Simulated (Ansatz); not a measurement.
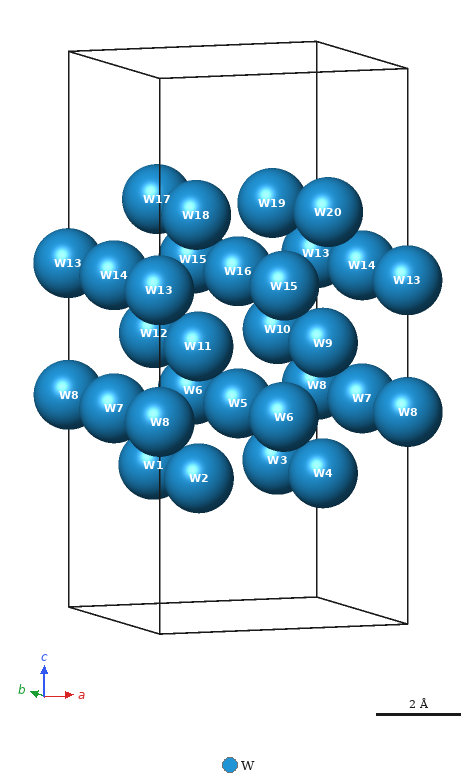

**Figure 1.** The structure (spheres-only view of the cell of the calculation, with the vacuum cut short, seen slightly off an axis; atoms are numbered from 1 in the order of the input). An atom can appear more than once, as a periodic image.

# Run report: W, single-point calculation (part 1 of 2)

System: W (slab, 20 atoms in the cell).
Method: DFT PBE+D3(BJ), scalar-relativistic, plane waves, PAW, no spin polarisation (Ansatz 0.2.0).

The structure derives from an entry of the Crystallography Open Database. It belongs to a series of runs on one base structure; here: the slab at its places in the relaxed adsorbed structure. Figures and captions count atoms from 1; the log counts them from 0 in places.

Input file:
```yaml
crystal:
  lattice:
    - [6.3187499463, 0.0, 0.0]
    - [0.0, 6.3187499463, 0.0]
    - [0.0, 0.0, 24.3187499463]
  atoms:
    - { symbol: W, position: [0.25, 0.75, 0.3289642772] }
    - { symbol: W, position: [0.25, 0.25, 0.3289642772] }
    - { symbol: W, position: [0.75, 0.75, 0.3289642772] }
    - { symbol: W, position: [0.75, 0.25, 0.3289642772] }
    - { symbol: W, position: [0.5, 0.5, 0.3939218713] }
    - { symbol: W, position: [0.5, 0.0, 0.3939218713] }
    - { symbol: W, position: [0.0, 0.5, 0.3939218713] }
    - { symbol: W, position: [0.0, 0.0, 0.3939218713] }
    - { symbol: W, position: [0.7509456933, 0.2525594656, 0.4581046602] }
    - { symbol: W, position: [0.7503113824, 0.7480268619, 0.4582614429] }
    - { symbol: W, position: [0.2475637941, 0.2487401875, 0.4594511826] }
    - { symbol: W, position: [0.2519274406, 0.7498032902, 0.4591431387] }
    - { symbol: W, position: [-0.0017249088, -0.0013383769, 0.5242092512] }
    - { symbol: W, position: [0.0025924819, 0.506664289, 0.5253363265] }
    - { symbol: W, position: [0.5029448421, 0.0004306573, 0.5237711222] }
    - { symbol: W, position: [0.497504904, 0.4931023899, 0.5248442647] }
    - { symbol: W, position: [0.2755577325, 0.7796578719, 0.590704586] }
    - { symbol: W, position: [0.2289797714, 0.2226137237, 0.5904557649] }
    - { symbol: W, position: [0.7220622445, 0.7295086663, 0.5838175535] }
    - { symbol: W, position: [0.775623788, 0.2623875108, 0.5868453321] }
basis:
  ecutwfc: 420
kpoints:
  mp_grid: { grid: [3, 3, 1] }
hamiltonian:
  xc: pbe
  dispersion: d3bj
scf:
  occupations: { method: gaussian, width: 0.1 }
output:
  forces: true
  eigenvalues: true
  write_density: true
  volumetric_format: npy
efield:
  axis: 3
  dipole_correction: true
  ramp_width: 0.04
```

Hardware: 4 threads of Intel Xeon (Granite Rapids), 32 GiB of memory available, shared host.

Launch command:
```bash
ansatz run input.yaml --threads 4 --pin off --max-ram 10240MiB --backend cpu --events-out ev --progress --plain --runs-dir out
```

Log:
```
Engine: ansatz 0.2.0, x86_64-unknown-linux-gnu
Pseudopotentials: kind: paw
Pseudopotential: W, paw, valence charge 14, recommended cutoff 420 eV (normal), W.paw.azcp
Functional definition: PBE
  parameter kappa = 0.804
  parameter beta = 0.06672455060314922
  exchange = pbe_x(kappa = kappa, mu = beta*pi^2/3)
  correlation = pbe_c(beta = beta)
Crystal: 20 atoms, lattice volume = 970.965 Å³
Basis set: ecut = 420 eV, 19021 PW (Γ), exchange–correlation on 90×90×360 points (8 copies of the dense FFT grid, shifted against one another)
Bands: 168, of which v1, the nominal top of the filled ones, is band 140 counted from 1 (139 counted from 0)
Symmetry: 1 space group operations
Space group: P1 (ITA 1), of the structure as read, at distance tolerance 9.9e-5 Å
k-points: 5 of 9 (time reversal used)
Non-local potential: W, projectors of the file, l = 0: 3, l = 1: 2, l = 2: 2, l = 3: 1
PAW form: soft (Blöchl's): semilocal exchange-correlation on the pseudo side does not see the compensation charge
PAW one-centre angular grid: W, 590 points (default); XC on 64 Gauss nodes
Initial density: superposition of atomic densities (neutral atoms: chi_scale 0, normalization atom), corrected by the library's trained network
Initial wavefunctions: pseudopotential atomic-orbital guess
Functional: x = pbe(κ = 0.804, μ = 0.2195149727645171), c = pbe(β = 0.06672455060314922)
SCF iter   1: F=—  HF=-207685.250360 eV  |F-HF|=—  |Δ(HF+E_count)|=         —  Δρ=5.76e-3  dr2=1.30e0  ethr=1.77e-3  p=-0.009 e·Å  D=-1.72e-3 V/Å  ΔV_dip=0.04 eV  dr2_dipole=2.74e-2  V_vac-E_F(+/−)=4.35/4.31 eV  ⟨swp⟩=11.2  Hψ=4461  notcnv=0
efield: sawtooth ramp at fractional position 0.9398 (placed from the atoms, in the widest stretch of the axis that holds none; the zero of the levels goes with the place), width 0.0400; the density the first Hamiltonian is built on has a dipole p = -0.009 e·Å; the dipole correction subtracts the counter field D = -1.72e-3 V/Å, which shifts the + side's vacuum level by +0.04 eV against the − side's; the planar-averaged density in the ramp window peaks in size at 7.1e-6 e/Å³
preconditioner: auto → LDOS  [metal: Δε(μ)=0.037 eV  Ē_g=4.259 eV  σ=0.100 eV  W_gap=0.20  n_scr=156 (ndim 8)  ℏωp=13.1 eV  f_vac=0.580  D(μ)=22.68/eV (n_scr^D=130)  β→1.0]
SCF iter   2: F=—  HF=-207685.194121 eV  |F-HF|=—  |Δ(HF+E_count)|=   5.62e-2  Δρ=3.91e-3  dr2=3.96e-1  ethr=4.63e-4  p=-0.039 e·Å  D=-7.34e-3 V/Å  ΔV_dip=0.18 eV  dr2_dipole=4.66e-4  V_vac-E_F(+/−)=4.32/4.14 eV  ⟨swp⟩=2.4  Hψ=1320  notcnv=0  defer=88
SCF iter   3: F=—  HF=-207685.150910 eV  |F-HF|=—  |Δ(HF+E_count)|=   4.32e-2  Δρ=1.23e-3  dr2=5.67e-2  ethr=1.41e-4  p=-0.030 e·Å  D=-5.53e-3 V/Å  ΔV_dip=0.13 eV  dr2_dipole=1.31e-8  V_vac-E_F(+/−)=4.32/4.18 eV  ⟨swp⟩=2.0  Hψ=1093  notcnv=0  defer=88
SCF iter   4: F=—  HF=-207685.146938 eV  |F-HF|=—  |Δ(HF+E_count)|=   3.97e-3  Δρ=2.80e-4  dr2=1.77e-3  ethr=2.03e-5  p=-0.031 e·Å  D=-5.81e-3 V/Å  ΔV_dip=0.14 eV  dr2_dipole=4.00e-6  V_vac-E_F(+/−)=4.31/4.17 eV  ⟨swp⟩=2.6  Hψ=1059  notcnv=0  defer=88
SCF iter   5: F=—  HF=-207685.146594 eV  |F-HF|=—  |Δ(HF+E_count)|=   3.44e-4  Δρ=1.23e-4  dr2=3.87e-4  ethr=6.34e-7  p=-0.032 e·Å  D=-5.92e-3 V/Å  ΔV_dip=0.14 eV  dr2_dipole=1.25e-6  V_vac-E_F(+/−)=4.31/4.16 eV  ⟨swp⟩=3.0  Hψ=1295  notcnv=0  defer=88
SCF iter   6: F=—  HF=-207685.146622 eV  |F-HF|=—  |Δ(HF+E_count)|=   2.81e-5  Δρ=3.33e-5  dr2=2.12e-5  ethr=1.38e-7  p=-0.031 e·Å  D=-5.87e-3 V/Å  ΔV_dip=0.14 eV  dr2_dipole=1.06e-6  V_vac-E_F(+/−)=4.30/4.16 eV  ⟨swp⟩=2.0  Hψ=1055  notcnv=0  defer=88
SCF iter   7: F=—  HF=-207685.146948 eV  |F-HF|=—  |Δ(HF+E_count)|=   3.25e-4  Δρ=1.26e-5  dr2=3.31e-6  ethr=7.57e-9  p=-0.031 e·Å  D=-5.82e-3 V/Å  ΔV_dip=0.14 eV  dr2_dipole=2.19e-7  V_vac-E_F(+/−)=4.30/4.16 eV  ⟨swp⟩=2.4  Hψ=1334  notcnv=0  defer=66
SCF iter   8: F=—  HF=-207685.146950 eV  |F-HF|=—  |Δ(HF+E_count)|=   1.92e-6  Δρ=4.69e-6  dr2=7.08e-7  ethr=1.18e-9  p=-0.031 e·Å  D=-5.79e-3 V/Å  ΔV_dip=0.14 eV  dr2_dipole=4.84e-13  V_vac-E_F(+/−)=4.30/4.16 eV  ⟨swp⟩=3.2  Hψ=1469  notcnv=0  defer=66
SCF iter   9: F=-207685.146950 eV  HF=-207685.146950 eV  |F-HF|=3.74e-8  |Δ(HF+E_count)|=   9.24e-8  Δρ=1.72e-6  dr2=8.66e-8  ethr=3.57e-11  p=-0.031 e·Å  D=-5.77e-3 V/Å  ΔV_dip=0.14 eV  dr2_dipole=1.79e-9  V_vac-E_F(+/−)=4.30/4.16 eV  ⟨swp⟩=15.0  Hψ=4722  notcnv=0
SCF 1 converged in 9 iterations: F = -207685.146950 eV  dr2 = 8.66e-8
  greatest PAW one-centre occupation: 1.000 electrons in one spin orbital (limit 2), on the W atom at site 2 (counted from 0), in its partial waves of l = 0
```

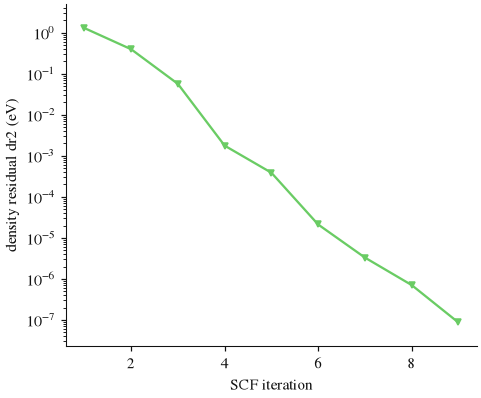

**Figure 2.** Convergence of the self-consistent field: density residual dr2 against the SCF iteration. The residual falls at every step.

```
SCF converged after 9 iterations
Free energy (F): -207685.146950 eV
Harris-Foulkes:  -207685.146950 eV  (|F-HF|=3.74e-8)
Internal energy: -207685.032251 eV  (E = F + TS)
E sigma→0 (E₀):  -207685.089600 eV
Entropy (-TS):   -0.114699 eV (-5.735 meV/atom)
Fermi energy:    4.624841 eV
Dipole field:    D = -0.005800 V/Å  (p = -0.031125 e·Å, saw-weighted, corrected)
Work function:   Φ+ = 4.3027 eV   Φ− = 4.1616 eV
Levels:          The Fermi level and band energies are counted from a zero that moves with the ramp; work functions are not
--- Per-component energies (eV) ---
  E_band       = -6597.248318
  E_kinetic    = 8953.214049
  E_local      = -342841.166167  (includes V_loc(G=0)·N_el)
  E_nonlocal   = 30.013958
  E_hartree    = 167248.478392
  E_xc         = -5308.763395
  E_vxc        = -4736.105718  (∫ρ·V_xc dr)
  E_paw        = -171251.171011  (= ΣΔE_a)
  E_vpaw       = -2500.192234  (= ΣTr[D̂ρ^β])
  E_aug_tail   = -0.001188  (compensation charges beyond the density's cutoff)
  E_efield     = 0.000090  (sawtooth field / dipole correction)
  E_vefield    = -0.039710  (∫n·V_field dr)
  E_ewald      = 135493.736481
  E_disp       = -9.373461  (pairwise vdW)
  E_smearing   = -0.114699  (= −TS)
  E_closure    = 0.000000  (closes the sum)
  Σ components = -207685.146950   (vs F -207685.146950, Δ=0.00e0)
--- Forces (eV/Å), atoms counted from 1 ---
  atom   1  W     -0.01765552     0.00440013     1.37069568
  atom   2  W      0.00395990    -0.01404662     1.34687512
  atom   3  W     -0.03076025    -0.01924304     1.31161415
  atom   4  W      0.00583021    -0.01379097     1.32330363
  atom   5  W     -0.04124015     0.03666958    -1.37003430
  atom   6  W     -0.02783190     0.03074925    -1.41931679
  atom   7  W      0.09388488    -0.01524928    -1.34880547
  atom   8  W      0.05744790    -0.03675211    -1.40374654
  atom   9  W      0.09273705    -0.09024157     0.34219472
  atom  10  W     -0.12922382    -0.00473786     0.18587450
  atom  11  W     -0.01613228    -0.00282568     0.00047260
  atom  12  W      0.01270530     0.07560279     0.08238518
  atom  13  W      0.23185577     0.09754051     0.52645424
  atom  14  W      0.13145826    -0.59387887     0.41883791
  atom  15  W     -0.29312024     0.12230598     0.48071666
  atom  16  W     -0.26103777     0.10232679     0.34814447
  atom  17  W      0.33811444     0.38778838    -1.20601567
  atom  18  W     -0.49994770    -0.42042977    -1.06030609
  atom  19  W     -0.16293768    -0.18049008     0.59572451
  atom  20  W      0.51187961     0.53428653    -0.52472170
  max |Σ_I F_I| component: 3.47e-4 eV/Å
--- Band table (eV; the first three rows and the last of 5) ---
  k-point 0: bands = ["-69.4490", "-69.4051", "-69.3983", "-69.3886", "-69.3696", "-69.3429", "-69.3401", "-69.3155", "-69.3127", "-69.3094", "-69.3036", "-69.2863", "-69.2205", "-69.2091", "-69.2046", "-69.2030", "-69.2025", "-69.1929", "-69.1826", "-69.1640", "-34.3148", "-34.2891", "-34.2721", "-34.2419", "-34.1949", "-34.1934", "-34.0424", "-34.0266", "-34.0225", "-33.9580", "-33.9300", "-33.9122", "-33.8741", "-33.8705", "-33.8536", "-33.8216", "-33.7685", "-33.7614", "-33.7245", "-33.6951",
      "-33.6929", "-33.6604", "-33.6491", "-33.6356", "-33.6200", "-33.6140", "-33.6065", "-33.5661", "-33.5511", "-33.5481", "-33.5159", "-33.4515", "-33.4382", "-33.4218", "-33.4021", "-33.3982", "-33.3842", "-33.3826", "-33.3590", "-33.3586", "-33.3558", "-33.3403", "-33.3168", "-33.2941", "-33.2747", "-33.2631", "-33.2479", "-33.1716", "-33.1613", "-33.1402", "-33.1317", "-33.1278", "-33.1112", "-33.1031", "-33.0829", "-33.0419", "-33.0374", "-33.0242", "-33.0028", "-32.9740",
      "-4.2348", "-2.3617", "-1.2660", "-1.2618", "-1.1788", "-1.1668", "-0.9644", "-0.7842", "-0.7786", "-0.6874", "-0.5447", "-0.5414", "-0.1971", "0.3292", "0.3739", "0.3754", "0.3795", "0.4539", "0.4691", "0.6243", "1.1062", "1.1107", "1.2067", "1.5274", "1.5321", "1.5476", "1.5544", "1.6712", "1.7018", "1.9880", "2.0133", "2.0782", "2.2138", "2.2797", "2.2864", "2.3087", "2.3360", "2.8733", "2.8892", "3.1685",
      "3.2257", "3.2626", "3.3037", "3.4511", "3.4556", "3.5233", "3.5397", "3.6235", "3.6524", "3.8321", "3.8832", "3.9020", "4.2003", "4.3173", "4.3224", "4.3387", "4.3791", "4.4055", "4.4143", "4.6315", "4.7219", "4.7411", "4.7660", "4.8310", "5.3966", "5.4223", "5.7374", "5.7466", "5.9324", "5.9445", "6.0060", "6.0465", "6.1345", "6.1467", "6.1731", "6.2079", "6.3211", "6.3483", "6.4451", "6.4888",
      "6.5983", "6.6439", "6.7873", "6.8435", "7.0318", "7.2036", "7.2281", "7.2845"]
```
